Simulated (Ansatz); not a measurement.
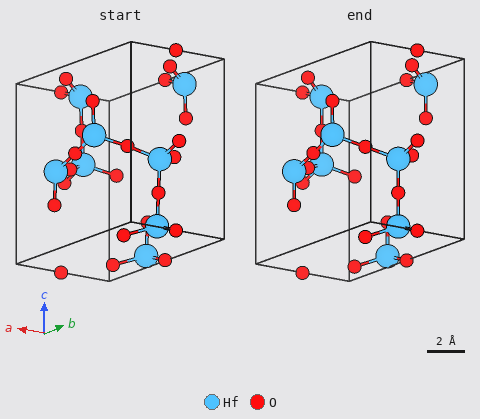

The structure of a crystal of HfO2 (a generated structure, set up in P2_1) before (left) and after (right) a relaxation, at one scale.

The picture is a ball-and-stick view of the conventional cell (2 times the calculation's cell), seen from a free direction. Lengths and directions refer to the drawn axes.

Case: Si → Hf on all its sites, cell and atoms relaxed.

The calculation used DFT r2SCAN, scalar-relativistic, plane waves, PAW in Ansatz 0.2.0.

The input:
```yaml
crystal:
  lattice:
    - [6.3246070518, 0.0, -0.0291964869]
    - [0.0, 10.3357340464, 0.0]
    - [-3.1371217383, 0.0, 5.5072520523]
  atoms:
    - { symbol: Hf, position: [0.6513757586, 0.938817223, 0.3331388336] }
    - { symbol: Hf, position: [0.3486242414, 0.438817223, 0.6668611664] }
    - { symbol: Hf, position: [0.318184256, 0.0636843441, 0.6667475847] }
    - { symbol: Hf, position: [0.681815744, 0.5636843441, 0.3332524153] }
    - { symbol: O, position: [0.9798523313, 0.0085252945, 0.5023106313] }
    - { symbol: O, position: [0.0201476687, 0.5085252945, 0.4976893687] }
    - { symbol: O, position: [0.4824150168, 0.0012166505, -7.98404e-05] }
    - { symbol: O, position: [0.5225347088, 0.4940068278, 0.5024648167] }
    - { symbol: O, position: [0.3334074256, 0.25125066, 0.6668091203] }
    - { symbol: O, position: [0.5175849832, 0.5012166505, 1.0000798404] }
    - { symbol: O, position: [0.4774652912, 0.9940068278, 0.4975351833] }
    - { symbol: O, position: [0.6665925744, 0.75125066, 0.3331908797] }
basis:
  ecutwfc: 500
kpoints:
  mp_grid: { grid: [4, 4, 4] }
hamiltonian:
  xc: r2scan
scf:
  occupations: { method: gaussian, width: 0.02 }
output:
  forces: true
  stress: true
  eigenvalues: true
relax:
  adjacent_minimum: "off"
  f_tol: 0.01
  max_steps: 60
  cell: { stress_tol: 0.1 }
```

Launched with:
```bash
ansatz run input.yaml --threads 2 --pin off --max-ram 5120MiB --backend cpu --events-out ev --progress --plain --runs-dir out
```

Q: Summarise the run.

A: The largest moves relative to the cell, 0.15 Å, are those of O5, O6, O8 and O11. O5 goes roughly along [−3 0 1]. By element the largest moves are O 0.15 Å, Hf 0.09 Å. The volume changes by +0.3 %, with a 6.325 → 6.344 Å (+0.3 %), b 10.985 → 10.982 Å (0.0 %), c 10.336 → 10.342 Å (+0.1 %). Among the angles between lasting bonds that change: Hf2–O8–Hf4 175.0° → 179.8°. The space group stays C222_1 (No. 20). After 5 accepted moves (6 points after the start) the energy has fallen by 0.2 meV per atom. Largest force component: 0.017 eV/Å at the start, 0.0099 eV/Å at the end. Pressure: 0.08 GPa at the start and −0.02 GPa at the end. The SCF was repeated once at an unchanged geometry on a basis and grid sized afresh for the cell, which shifted the energy by less than 0.05 meV per atom at most.
